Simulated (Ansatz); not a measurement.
Structure data:

```yaml
crystal:
  lattice:
    - [3.80198, 0.00000, 0.00000]
    - [-1.90099, 3.29261, 0.00000]
    - [0.00000, 0.00000, 14.07824]
  atoms:
    - { symbol: Si, position: [0.66667, 0.33333, 0.13984] }
    - { symbol: Si, position: [0.66667, 0.33333, 0.69311] }
    - { symbol: Si, position: [0.33333, 0.66667, 0.36320] }
    - { symbol: Si, position: [0.33333, 0.66667, 0.91648] }
    - { symbol: Si, position: [0.66667, 0.33333, 0.30689] }
    - { symbol: Si, position: [0.66667, 0.33333, 0.86016] }
    - { symbol: Si, position: [0.33333, 0.66667, 0.63680] }
    - { symbol: Si, position: [0.33333, 0.66667, 0.08352] }
```

Summarise the structure in words.

The element is silicon. Space group P-6m2 (No. 187), lattice primitive hexagonal. The cell holds eight atoms. The numbers of neighbours within bonding distance are Si 3 to 4 (mean 3.8). The bonds build Si layers parallel to (001).

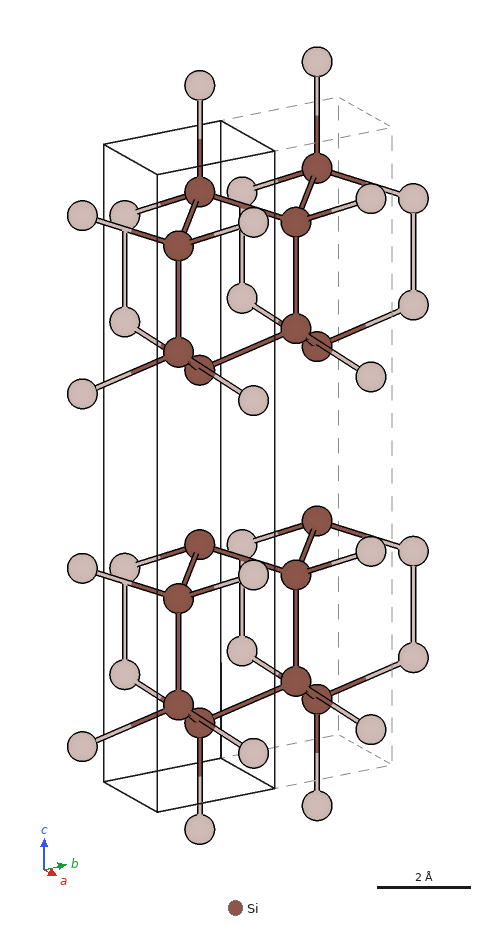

We look at a ball-and-stick model of the crystal slightly off an axis. The solid box is one conventional unit cell, and 1×2×1 cells are shown. The first bonded neighbours in the surrounding cells are also shown, in fainter colours.

The cell started as a structure listed in the Materials Project. The cell was then strained or its atoms displaced on purpose. Ansatz was used for an electronic-structure calculation on it.

At this level of theory the run's own cell isn't at rest (forces up to 0.6 eV/Å), so its distances can differ from those at equilibrium, the more so the softer the solid.
